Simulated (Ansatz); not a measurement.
## Geometry relaxation, with input and output: WSi$_{2}$ (part 1 of 3)

- system: WSi$_{2}$ (slab, 27 atoms in the cell)
- method: DFT r2SCAN, scalar-relativistic, plane waves, PAW, no spin polarisation (Ansatz 0.2.0)

The structure derives from an entry of the Crystallography Open Database. It belongs to a series of runs on one base structure; here: (1 0 2) slab, atoms relaxed.

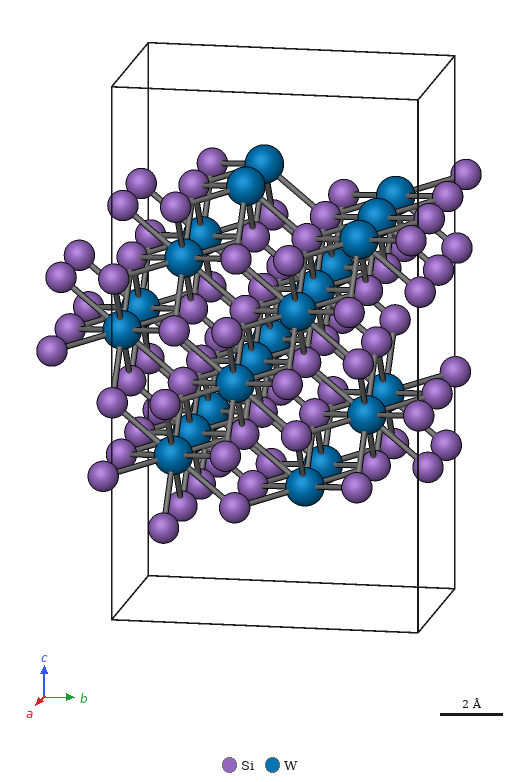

*The structure as given in the input (ball-and-stick view of the 2 × 1 repeat of the cell, with the vacuum cut short, seen slightly off an axis; bonded neighbours outside the cell are drawn too). An atom can appear more than once, as a periodic image.*

**Results in brief**

```tsv
quantity	value
outcome	converged
electrons treated	198
free energy	−105075.1595 eV
work function, top face	4.10 eV
work function, bottom face	5.12 eV
Fermi energy	4.558 eV
gap on the k-point mesh	none (metallic)
final volume	835.40 Å³
work function (upper face)	4.10 eV
largest force (length of the vector) at the end	0.004 eV/Å
hardware	4 threads of Arm Neoverse V1, 24 GiB of memory available, shared host
wall time	24 min (CPU time 1.6 h)
peak memory	5.4 GiB
```

The program warns: the exchange-correlation potential is rough where the density is thin. Spin–orbit coupling is left out, which matters for W.

**The input**
```yaml
crystal:
  lattice:
    - [3.2112931002, 0.0, 0.0]
    - [0.0, 10.1075045154, 0.0]
    - [0.0, 0.0, 25.7376828843]
  atoms:
    - { symbol: Si, position: [0.5, 0.199424691, 0.2914015234] }
    - { symbol: Si, position: [0.0, 0.401517332, 0.3068838105] }
    - { symbol: W, position: [0.5, 0.600942023, 0.3232283028] }
    - { symbol: Si, position: [0.0, 0.800366714, 0.3395727951] }
    - { symbol: Si, position: [0.5, 0.0024593551, 0.3550550823] }
    - { symbol: W, position: [0.0, 0.201884046, 0.3713995745] }
    - { symbol: Si, position: [0.5, 0.401308737, 0.3877440668] }
    - { symbol: Si, position: [0.0, 0.6034013781, 0.403226354] }
    - { symbol: W, position: [0.5, 0.802826069, 0.4195708463] }
    - { symbol: Si, position: [0.0, 0.00225076, 0.4359153385] }
    - { symbol: Si, position: [0.5, 0.2043434011, 0.4513976257] }
    - { symbol: W, position: [0.0, 0.403768092, 0.467742118] }
    - { symbol: Si, position: [0.5, 0.603192783, 0.4840866103] }
    - { symbol: Si, position: [0.0, 0.8052854241, 0.4995688974] }
    - { symbol: W, position: [0.5, 0.004710115, 0.5159133897] }
    - { symbol: Si, position: [0.0, 0.204134806, 0.532257882] }
    - { symbol: Si, position: [0.5, 0.4062274471, 0.5477401692] }
    - { symbol: W, position: [0.0, 0.6056521381, 0.5640846615] }
    - { symbol: Si, position: [0.5, 0.805076829, 0.5804291537] }
    - { symbol: Si, position: [0.0, 0.0071694701, 0.5959114409] }
    - { symbol: W, position: [0.5, 0.2065941611, 0.6122559332] }
    - { symbol: Si, position: [0.0, 0.406018852, 0.6286004255] }
    - { symbol: Si, position: [0.5, 0.6081114931, 0.6440827126] }
    - { symbol: W, position: [0.0, 0.8075361841, 0.6604272049] }
    - { symbol: Si, position: [0.5, 0.006960875, 0.6767716972] }
    - { symbol: Si, position: [0.0, 0.2090535161, 0.6922539844] }
    - { symbol: W, position: [0.5, 0.4084782071, 0.7085984766] }
basis:
  ecutwfc: 500
kpoints:
  mp_grid: { grid: [11, 4, 1] }
hamiltonian:
  xc: r2scan
scf:
  occupations: { method: gaussian, width: 0.1 }
output:
  forces: true
  eigenvalues: true
  write_density: true
  write_potential: true
  elf: true
  volumetric_format: npy
relax:
  adjacent_minimum: "off"
  f_tol: 0.02
  max_steps: 60
efield:
  axis: 3
  dipole_correction: true
  ramp_width: 0.04
```

Run as:
```bash
ansatz run input.yaml --threads 4 --pin off --max-ram 10240MiB --backend cpu --events-out ev --progress --plain --runs-dir out
```

**Output**
```
Engine: ansatz 0.2.0, aarch64-unknown-linux-gnu
Pseudopotentials: kind: paw
Pseudopotential: Si, paw, valence charge 4, recommended cutoff 500 eV (meta_gga), Si.paw.azcp
Pseudopotential: W, paw, valence charge 14, recommended cutoff 500 eV (meta_gga), W.paw.azcp
Functional definition: r2SCAN
  parameter k0 = 0.174
  parameter k1 = 0.065
  parameter a1 = 4.9479
  exchange = r2scan_x(k0 = k0, k1 = k1, a1 = a1)
  correlation = r2scan_c
Crystal: 27 atoms, lattice volume = 835.398 Å³
Basis set: ecut = 500 eV, 21199 PW (Γ), exchange–correlation on 96×300×768 points (64 copies of the dense FFT grid, shifted against one another)
Bands: 126, of which v1, the nominal top of the filled ones, is band 99 counted from 1 (98 counted from 0)
Symmetry: 2 space group operations
Space group: Pm (ITA 6), of the structure as read, at distance tolerance 9.4e-5 Å
k-points: 18 of 44 (time reversal used)
Non-local potential: Si, projectors of the file, l = 0: 2, l = 1: 2, l = 2: 2
Non-local potential: W, projectors of the file, l = 0: 3, l = 1: 2, l = 2: 2, l = 3: 1
PAW form: soft (Blöchl's): semilocal exchange-correlation on the pseudo side does not see the compensation charge
PAW frozen core: Si, regenerated for the run's functional (the file was generated under x = pbe(κ = 0.804, μ = 0.2195149727645171), c = pbe(β = 0.06672455060314922))
PAW frozen core: W, regenerated for the run's functional (the file was generated under x = pbe(κ = 0.804, μ = 0.2195149727645171), c = pbe(β = 0.06672455060314922))
PAW one-centre angular grid: Si, 302 points (default); XC on 160 Gauss nodes
PAW one-centre angular grid: W, 590 points (default); XC on 160 Gauss nodes
Initial density: superposition of atomic densities (neutral atoms: chi_scale 0, normalization atom), corrected by the library's trained network
Initial wavefunctions: pseudopotential atomic-orbital guess
Functional: x = r2scan, c = r2scan; τ floored in thin density (d = 2e-4 eV/Å³)
SCF iter   1: F=—  HF=-105074.044570 eV  |F-HF|=—  |Δ(HF+E_count)|=         —  Δρ=7.96e-3  dr2=1.99e0  dr2_τ=6.85e-1  ethr=1.77e-3  p=0.058 e·Å  D=1.25e-2 V/Å  ΔV_dip=-0.32 eV  dr2_dipole=3.64e-1  V_vac-E_F(+/−)=4.46/4.78 eV  ⟨swp⟩=10.2  Hψ=13396  notcnv=0  defer=41
efield: sawtooth ramp at fractional position 0.9800 (placed from the atoms, in the widest stretch of the axis that holds none; the zero of the levels goes with the place), width 0.0400; the density the first Hamiltonian is built on has a dipole p = 0.058 e·Å; the dipole correction subtracts the counter field D = 1.25e-2 V/Å, which shifts the + side's vacuum level by -0.32 eV against the − side's; the planar-averaged density in the ramp window peaks in size at 9.4e-6 e/Å³
preconditioner: auto → LDOS  [metal: Δε(μ)=0.005 eV  Ē_g=7.218 eV  σ=0.100 eV  W_gap=0.03  n_scr=132 (ndim 8)  ℏωp=14.4 eV  f_vac=0.477  D(μ)=12.44/eV (n_scr^D=56)  β→1.0]
SCF iter   2: F=—  HF=-105074.422453 eV  |F-HF|=—  |Δ(HF+E_count)|=   3.78e-1  Δρ=4.40e-3  dr2=4.28e-1  dr2_τ=5.11e-2  ethr=1.00e-3  p=0.149 e·Å  D=3.22e-2 V/Å  ΔV_dip=-0.83 eV  dr2_dipole=3.61e-2  V_vac-E_F(+/−)=4.07/4.90 eV  ⟨swp⟩=3.0  Hψ=3654  notcnv=0  defer=329
SCF iter   3: F=—  HF=-105074.374686 eV  |F-HF|=—  |Δ(HF+E_count)|=   4.78e-2  Δρ=1.40e-3  dr2=4.53e-2  dr2_τ=3.22e-3  ethr=2.16e-4  p=0.135 e·Å  D=2.93e-2 V/Å  ΔV_dip=-0.75 eV  dr2_dipole=1.57e-4  V_vac-E_F(+/−)=4.15/4.90 eV  ⟨swp⟩=2.0  Hψ=3126  notcnv=0  defer=329
SCF iter   4: F=—  HF=-105074.370818 eV  |F-HF|=—  |Δ(HF+E_count)|=   3.87e-3  Δρ=5.35e-4  dr2=1.16e-2  dr2_τ=1.85e-4  ethr=2.29e-5  p=0.143 e·Å  D=3.11e-2 V/Å  ΔV_dip=-0.80 eV  dr2_dipole=1.95e-5  V_vac-E_F(+/−)=4.12/4.92 eV  ⟨swp⟩=3.0  Hψ=3717  notcnv=0  defer=329
SCF iter   5: F=—  HF=-105074.370390 eV  |F-HF|=—  |Δ(HF+E_count)|=   4.28e-4  Δρ=2.27e-4  dr2=1.26e-3  dr2_τ=4.07e-5  ethr=5.88e-6  p=0.147 e·Å  D=3.18e-2 V/Å  ΔV_dip=-0.82 eV  dr2_dipole=6.32e-5  V_vac-E_F(+/−)=4.11/4.93 eV  ⟨swp⟩=2.3  Hψ=3116  notcnv=0  defer=329
SCF iter   6: F=—  HF=-105074.370541 eV  |F-HF|=—  |Δ(HF+E_count)|=   1.50e-4  Δρ=9.22e-5  dr2=2.17e-4  dr2_τ=3.72e-6  ethr=6.35e-7  p=0.149 e·Å  D=3.23e-2 V/Å  ΔV_dip=-0.83 eV  dr2_dipole=2.22e-5  V_vac-E_F(+/−)=4.10/4.93 eV  ⟨swp⟩=2.0  Hψ=3369  notcnv=0  defer=329
SCF iter   7: F=—  HF=-105074.370571 eV  |F-HF|=—  |Δ(HF+E_count)|=   3.06e-5  Δρ=3.51e-5  dr2=2.67e-5  dr2_τ=6.76e-7  ethr=1.10e-7  p=0.150 e·Å  D=3.24e-2 V/Å  ΔV_dip=-0.83 eV  dr2_dipole=2.40e-6  V_vac-E_F(+/−)=4.10/4.93 eV  ⟨swp⟩=2.2  Hψ=3060  notcnv=0  defer=329
SCF iter   8: F=-105074.370573 eV  HF=-105074.370574 eV  |F-HF|=1.93e-6  |Δ(HF+E_count)|=   3.30e-6  Δρ=1.26e-5  dr2=3.35e-6  dr2_τ=8.43e-8  ethr=5.05e-9  p=0.150 e·Å  D=3.25e-2 V/Å  ΔV_dip=-0.84 eV  dr2_dipole=4.28e-7  V_vac-E_F(+/−)=4.09/4.93 eV  ⟨swp⟩=32.6  Hψ=29008  notcnv=0
SCF 1 converged in 8 iterations: F = -105074.370573 eV  dr2 = 3.35e-6
  Residual-converged pass: ⟨swp⟩=1.0  Hψ=2340  notcnv=0  max |occ|·‖R‖ = 6.9e-9 eV (tolerance 1.0e-8 eV)  dr2=3.35e-6  dr2_τ=8.43e-8  dr2_onsite=2.34e-8  max |Δocc| = 9.6e-11
  greatest PAW one-centre occupation: 0.999 electrons in one spin orbital (limit 2), on the W atom at site 26 (counted from 0), in its partial waves of l = 0
relax step   1: F+E_penalty+E_count = -105074.37057252 eV  Δ(F+E_penalty+E_count) = +0.000e0 eV  max|allowed force component| = 2.347e0 eV/Å  Δτ_max = 0.0000 Å  (8 SCF iters, dr2 threshold 1.00e-5 eV, accepted)
Initial density: handed on by an earlier stage of this run
Initial wavefunctions: those handed on with the density
iter 1 solved again at ethr=9.99e-4 eV; its pass at ethr=3.10e-3 eV (dr2=1.98e0 eV) is discarded
SCF iter   1: F=—  HF=-105073.675115 eV  |F-HF|=—  |Δ(HF+E_count)|=         —  Δρ=9.31e-3  dr2=2.08e0  dr2_τ=9.45e0  ethr=9.99e-4  p=0.150 e·Å  D=3.25e-2 V/Å  ΔV_dip=-0.84 eV  dr2_dipole=2.83e-1  V_vac-E_F(+/−)=4.20/5.04 eV  ⟨swp⟩=2.0  Hψ=8223  notcnv=0  defer=339
efield: sawtooth ramp at fractional position 0.9800 (handed on by an earlier solve), width 0.0400; the density the first Hamiltonian is built on has a dipole p = 0.150 e·Å; the dipole correction subtracts the counter field D = 3.25e-2 V/Å, which shifts the + side's vacuum level by -0.84 eV against the − side's; the planar-averaged density in the ramp window peaks in size at 4.7e-7 e/Å³
preconditioner: auto → LDOS  [metal: Δε(μ)=0.002 eV  Ē_g=7.321 eV  σ=0.100 eV  W_gap=0.01  n_scr=132 (ndim 8)  ℏωp=14.4 eV  f_vac=0.482  D(μ)=14.68/eV (n_scr^D=62)  β→1.0]
SCF iter   2: F=—  HF=-105075.112101 eV  |F-HF|=—  |Δ(HF+E_count)|=    1.44e0  Δρ=5.56e-3  dr2=8.96e-1  dr2_τ=2.32e-2  ethr=9.99e-4  p=0.172 e·Å  D=3.72e-2 V/Å  ΔV_dip=-0.96 eV  dr2_dipole=6.07e-5  V_vac-E_F(+/−)=3.99/4.95 eV  ⟨swp⟩=3.9  Hψ=4380  notcnv=0  defer=339
SCF iter   3: F=—  HF=-105074.995691 eV  |F-HF|=—  |Δ(HF+E_count)|=   1.16e-1  Δρ=1.71e-3  dr2=1.13e-1  dr2_τ=1.98e-3  ethr=4.53e-4  p=0.161 e·Å  D=3.49e-2 V/Å  ΔV_dip=-0.90 eV  dr2_dipole=1.66e-2  V_vac-E_F(+/−)=4.12/5.02 eV  ⟨swp⟩=2.6  Hψ=3961  notcnv=0  defer=340
SCF iter   4: F=—  HF=-105074.993608 eV  |F-HF|=—  |Δ(HF+E_count)|=   2.08e-3  Δρ=7.69e-4  dr2=1.61e-2  dr2_τ=4.46e-4  ethr=5.70e-5  p=0.162 e·Å  D=3.50e-2 V/Å  ΔV_dip=-0.90 eV  dr2_dipole=2.71e-4  V_vac-E_F(+/−)=4.11/5.01 eV  ⟨swp⟩=2.9  Hψ=3928  notcnv=0  defer=346
SCF iter   5: F=—  HF=-105074.992696 eV  |F-HF|=—  |Δ(HF+E_count)|=   9.12e-4  Δρ=3.07e-4  dr2=2.77e-3  dr2_τ=8.88e-5  ethr=8.12e-6  p=0.162 e·Å  D=3.51e-2 V/Å  ΔV_dip=-0.90 eV  dr2_dipole=1.47e-4  V_vac-E_F(+/−)=4.10/5.01 eV  ⟨swp⟩=2.1  Hψ=3242  notcnv=0  defer=346
SCF iter   6: F=—  HF=-105074.992801 eV  |F-HF|=—  |Δ(HF+E_count)|=   1.05e-4  Δρ=1.36e-4  dr2=5.85e-4  dr2_τ=1.37e-5  ethr=1.40e-6  p=0.163 e·Å  D=3.53e-2 V/Å  ΔV_dip=-0.91 eV  dr2_dipole=3.43e-5  V_vac-E_F(+/−)=4.10/5.01 eV  ⟨swp⟩=2.2  Hψ=3295  notcnv=0  defer=346
SCF iter   7: F=-105074.992750 eV  HF=-105074.992820 eV  |F-HF|=6.99e-5  |Δ(HF+E_count)|=   1.84e-5  Δρ=4.98e-5  dr2=7.88e-5  dr2_τ=1.09e-6  ethr=5.05e-8  p=0.163 e·Å  D=3.53e-2 V/Å  ΔV_dip=-0.91 eV  dr2_dipole=8.75e-6  V_vac-E_F(+/−)=4.10/5.01 eV  ⟨swp⟩=29.9  Hψ=31623  notcnv=0
SCF 2 converged in 7 iterations: F = -105074.992750 eV  dr2 = 7.88e-5
[... from here on the iterations of each SCF are left out, up to the last one ...]
relax step   2: F+E_penalty+E_count = -105074.99274967 eV  Δ(F+E_penalty+E_count) = -6.222e-1 eV  max|allowed force component| = 7.025e-1 eV/Å  Δτ_max = 0.1949 Å  (7 SCF iters, dr2 threshold 1.00e-4 eV, accepted)
efield: sawtooth ramp at fractional position 0.9800 (handed on by an earlier solve), width 0.0400; the density the first Hamiltonian is built on has a dipole p = 0.163 e·Å; the dipole correction subtracts the counter field D = 3.53e-2 V/Å, which shifts the + side's vacuum level by -0.91 eV against the − side's; the planar-averaged density in the ramp window peaks in size at 2.7e-7 e/Å³
preconditioner: auto → LDOS  [metal: Δε(μ)=0.009 eV  Ē_g=7.276 eV  σ=0.100 eV  W_gap=0.05  n_scr=132 (ndim 8)  ℏωp=14.4 eV  f_vac=0.480  D(μ)=13.63/eV (n_scr^D=58)  β→1.0]
SCF 3 converged in 7 iterations: F = -105075.111500 eV  dr2 = 5.77e-6
relax step   3: F+E_penalty+E_count = -105075.11150041 eV  Δ(F+E_penalty+E_count) = -1.188e-1 eV  max|allowed force component| = 3.363e-1 eV/Å  Δτ_max = 0.0760 Å  (7 SCF iters, dr2 threshold 3.08e-5 eV, accepted)
efield: sawtooth ramp at fractional position 0.9800 (handed on by an earlier solve), width 0.0400; the density the first Hamiltonian is built on has a dipole p = 0.171 e·Å; the dipole correction subtracts the counter field D = 3.70e-2 V/Å, which shifts the + side's vacuum level by -0.95 eV against the − side's; the planar-averaged density in the ramp window peaks in size at 2.2e-7 e/Å³
preconditioner: auto → LDOS  [metal: Δε(μ)=0.026 eV  Ē_g=7.268 eV  σ=0.100 eV  W_gap=0.15  n_scr=132 (ndim 8)  ℏωp=14.4 eV  f_vac=0.479  D(μ)=12.74/eV (n_scr^D=56)  β→1.0]
SCF 4 converged in 6 iterations: F = -105075.148553 eV  dr2 = 4.28e-6
  Residual-converged pass: ⟨swp⟩=1.0  Hψ=2340  notcnv=0  max |occ|·‖R‖ = 7.0e-9 eV (tolerance 1.0e-8 eV)  dr2=4.28e-6  dr2_τ=9.68e-8  dr2_onsite=2.95e-8  max |Δocc| = 8.4e-11
relax step   4: F+E_penalty+E_count = -105075.14855346 eV  Δ(F+E_penalty+E_count) = -3.705e-2 eV  max|allowed force component| = 1.789e-1 eV/Å  Δτ_max = 0.0592 Å  (6 SCF iters, dr2 threshold 1.01e-5 eV, accepted)
efield: sawtooth ramp at fractional position 0.9800 (handed on by an earlier solve), width 0.0400; the density the first Hamiltonian is built on has a dipole p = 0.176 e·Å; the dipole correction subtracts the counter field D = 3.82e-2 V/Å, which shifts the + side's vacuum level by -0.98 eV against the − side's; the planar-averaged density in the ramp window peaks in size at 1.7e-7 e/Å³
preconditioner: auto → LDOS  [metal: Δε(μ)=0.018 eV  Ē_g=7.268 eV  σ=0.100 eV  W_gap=0.10  n_scr=132 (ndim 8)  ℏωp=14.4 eV  f_vac=0.480  D(μ)=12.76/eV (n_scr^D=56)  β→1.0]
SCF 5 converged in 5 iterations: F = -105075.158378 eV  dr2 = 4.06e-6
relax step   5: F+E_penalty+E_count = -105075.15837847 eV  Δ(F+E_penalty+E_count) = -9.825e-3 eV  max|allowed force component| = 5.049e-2 eV/Å  Δτ_max = 0.0331 Å  (5 SCF iters, dr2 threshold 7.33e-6 eV, accepted)
efield: sawtooth ramp at fractional position 0.9800 (handed on by an earlier solve), width 0.0400; the density the first Hamiltonian is built on has a dipole p = 0.180 e·Å; the dipole correction subtracts the counter field D = 3.89e-2 V/Å, which shifts the + side's vacuum level by -1.00 eV against the − side's; the planar-averaged density in the ramp window peaks in size at 1.7e-7 e/Å³
preconditioner: auto → LDOS  [metal: Δε(μ)=0.024 eV  Ē_g=7.264 eV  σ=0.100 eV  W_gap=0.14  n_scr=132 (ndim 8)  ℏωp=14.4 eV  f_vac=0.479  D(μ)=12.79/eV (n_scr^D=56)  β→1.0]
SCF 6 converged in 7 iterations: F = -105075.159337 eV  dr2 = 6.49e-8
relax step   6: F+E_penalty+E_count = -105075.15933739 eV  Δ(F+E_penalty+E_count) = -9.589e-4 eV  max|allowed force component| = 2.532e-2 eV/Å  Δτ_max = 0.0166 Å  (7 SCF iters, accepted)
efield: sawtooth ramp at fractional position 0.9800 (handed on by an earlier solve), width 0.0400; the density the first Hamiltonian is built on has a dipole p = 0.181 e·Å; the dipole correction subtracts the counter field D = 3.93e-2 V/Å, which shifts the + side's vacuum level by -1.01 eV against the − side's; the planar-averaged density in the ramp window peaks in size at 1.8e-7 e/Å³
preconditioner: auto → LDOS  [metal: Δε(μ)=0.021 eV  Ē_g=7.265 eV  σ=0.100 eV  W_gap=0.12  n_scr=132 (ndim 8)  ℏωp=14.4 eV  f_vac=0.479  D(μ)=12.87/eV (n_scr^D=56)  β→1.0]
SCF 7 converged in 6 iterations: F = -105075.159005 eV  dr2 = 5.45e-8
relax step   7: F+E_penalty+E_count = -105075.15900493 eV  Δ(F+E_penalty+E_count) = +3.325e-4 eV  max|allowed force component| = 4.676e-2 eV/Å  Δτ_max = 0.0147 Å  (6 SCF iters, rejected (line search))
efield: sawtooth ramp at fractional position 0.9800 (handed on by an earlier solve), width 0.0400; the density the first Hamiltonian is built on has a dipole p = 0.182 e·Å; the dipole correction subtracts the counter field D = 3.95e-2 V/Å, which shifts the + side's vacuum level by -1.02 eV against the − side's; the planar-averaged density in the ramp window peaks in size at 1.8e-7 e/Å³
preconditioner: auto → LDOS  [metal: Δε(μ)=0.023 eV  Ē_g=7.265 eV  σ=0.100 eV  W_gap=0.13  n_scr=132 (ndim 8)  ℏωp=14.4 eV  f_vac=0.479  D(μ)=12.92/eV (n_scr^D=56)  β→1.0]
SCF 8 converged in 6 iterations: F = -105075.159472 eV  dr2 = 1.65e-8
relax step   8: F+E_penalty+E_count = -105075.15947248 eV  Δ(F+E_penalty+E_count) = -1.351e-4 eV  max|allowed force component| = 3.413e-3 eV/Å  Δτ_max = 0.0030 Å  (6 SCF iters, accepted)
iter 1 solved again at ethr=8.39e-12 eV; its pass at ethr=3.10e-3 eV (dr2=1.66e-8 eV) is discarded
SCF iter   1: F=—  HF=-105075.159472 eV  |F-HF|=—  |Δ(HF+E_count)|=         —  Δρ=1.05e-6  dr2=1.65e-8  dr2_τ=5.95e-10  ethr=8.39e-12  p=0.182 e·Å  D=3.93e-2 V/Å  ΔV_dip=-1.01 eV  dr2_dipole=4.68e-10  V_vac-E_F(+/−)=4.10/5.12 eV  ⟨swp⟩=2.2  Hψ=7262  notcnv=0
efield: sawtooth ramp at fractional position 0.9800 (kept from the solve that this one continues, or follows in the run), width 0.0400; the density the first Hamiltonian is built on has a dipole p = 0.182 e·Å; the dipole correction subtracts the counter field D = 3.93e-2 V/Å, which shifts the + side's vacuum level by -1.01 eV against the − side's; the planar-averaged density in the ramp window peaks in size at 1.8e-7 e/Å³
preconditioner: auto → LDOS  [metal: Δε(μ)=0.022 eV  Ē_g=7.265 eV  σ=0.100 eV  W_gap=0.12  n_scr=132 (ndim 8)  ℏωp=14.4 eV  f_vac=0.480  D(μ)=12.89/eV (n_scr^D=56)  β→1.0]
SCF iter   2: F=-105075.159472 eV  HF=-105075.159472 eV  |F-HF|=6.94e-9  |Δ(HF+E_count)|=   1.09e-8  Δρ=5.53e-7  dr2=1.03e-8  dr2_τ=2.17e-10  ethr=8.34e-12  p=0.182 e·Å  D=3.93e-2 V/Å  ΔV_dip=-1.01 eV  dr2_dipole=1.98e-10  V_vac-E_F(+/−)=4.10/5.12 eV  ⟨swp⟩=13.2  Hψ=17927  notcnv=0
SCF 9 converged in 2 iterations: F = -105075.159472 eV  dr2 = 1.03e-8
```

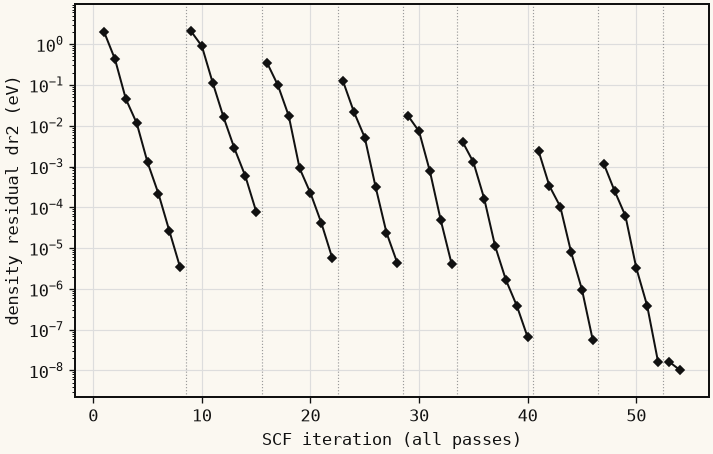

*Convergence of the self-consistent field: density residual dr2 against the SCF iteration. Dotted lines part the SCF passes that the log prints in full.*
